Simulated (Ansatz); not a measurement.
System: Tl.

Input file:

```
crystal:
  lattice:
    - [3.4788880842, 0.0, 0.0]
    - [-1.7394440421, 3.0128054579, 0.0]
    - [0.0, 0.0, 5.5615904703]
  atoms:
    - { symbol: Tl, position_ang: [1.739444042, 1.004268486, 4.171192853] }
    - { symbol: Tl, position_ang: [0.0, 2.008536972, 1.390397618] }
hamiltonian:
  xc: r2scan
  pseudopotentials: { kind: paw_fr }
magnetization:
  noncollinear: true
  spin_orbit: true
kpoints:
  mp_grid: { grid: [9, 9, 5] }
scf:
  occupations: { method: fermi_dirac, width: 0.01 }
output:
  forces: true
  stress: true
  eigenvalues: true
  write_density: true
  write_potential: true
  elf: true
  volumetric_format: npy
```

Run with:

```sh
ansatz run input.yaml --threads 1 --pin off --max-ram 2560MiB --backend cpu --events-out ev --progress --plain --runs-dir out
```

Below, planes, directions and counts refer to the conventional cell (a = 3.48 Å, b = 3.48 Å, c = 5.56 Å, α = 90.00°, β = 90.00°, γ = 120.00°).

Space group P6₃/mmc.

Computed with Kohn-Sham DFT of a periodic cell, r2SCAN, spin-orbit coupling, Ansatz PAW in Ansatz 0.2.0.

Q: Predict the valence pseudo-density and electron localisation function between the atoms.

A: Tl–Tl (3.48 Å): ρ is about 0.11 e/Å³ halfway; the ELF is about 0.15 at the midpoint (no shared electron pair shows on this line).

Q: Does the calculation make it a metal, or give it a gap?

A: It is metallic or semimetallic at this level of theory: no gap opens.

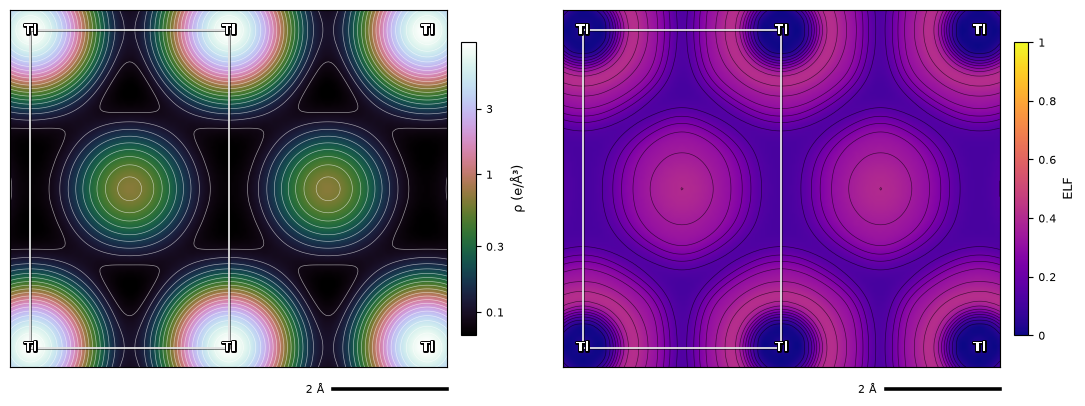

Computed valence pseudo-density and electron localisation function on the (100) plane of the conventional cell, in this order. 

In a PAW calculation such maps are meaningful between the atoms, not at the nuclei.
